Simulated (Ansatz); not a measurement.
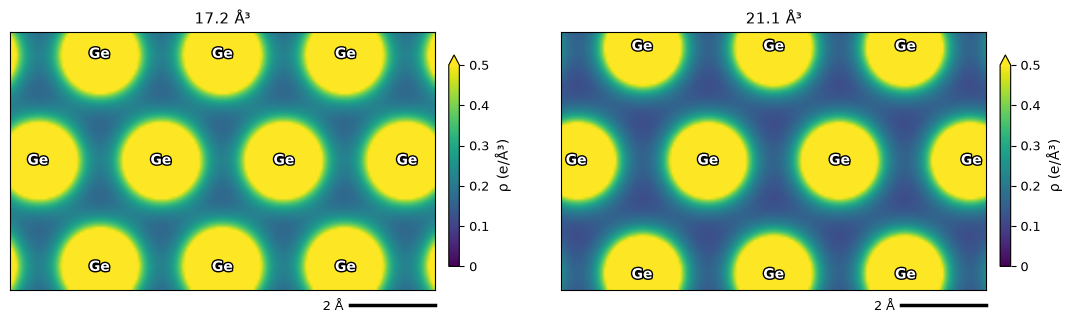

Ge. The valence pseudo-density of cells scaled evenly to different volumes (given per atom above each panel), on the (111) plane of each (indices in the axes of the cell below), at one length scale and on one colour scale.

A generated structure, not necessarily the stable one.

The calculation used DFT, PBE, plane waves (420 eV) with PAW, scalar-relativistic (Ansatz 0.2.0).

In a PAW calculation such maps are meaningful between the atoms, not at the nuclei.

The largest cell:

```xyz
1
Lattice="0.0000 2.1941 2.1941 2.1941 0.0000 2.1941 2.1941 2.1941 0.0000" Properties=species:S:1:pos:R:3 pbc="T T T"
Ge    0.0000    0.0000    0.0000
```

| volume (Å³/atom) | Ge–Ge contact in the plane (Å) | ρ at its midpoint (e/Å³) | pressure (GPa) | 
| --- | --- | --- | --- |
| 17.21 | 2.898 | 0.221 | 10.7 | 
| 18.78 | 2.983 | ? | ? | 
| 21.12 | 3.103 | 0.161 | −3.9 | 

Question: What values belong in the row with question marks?

Answer: Over the known rows ln ρ falls by 1.55 per Å of Ge–Ge distance (the line through the two), which gives 0.194 e/Å³ at 2.983 Å; the calculation gives 0.192 e/Å³. For the pressure, a straight line in volume between the neighbouring rows gives 4.8 GPa; the calculation gives 3.0, lower because pressure rises ever faster on compression.
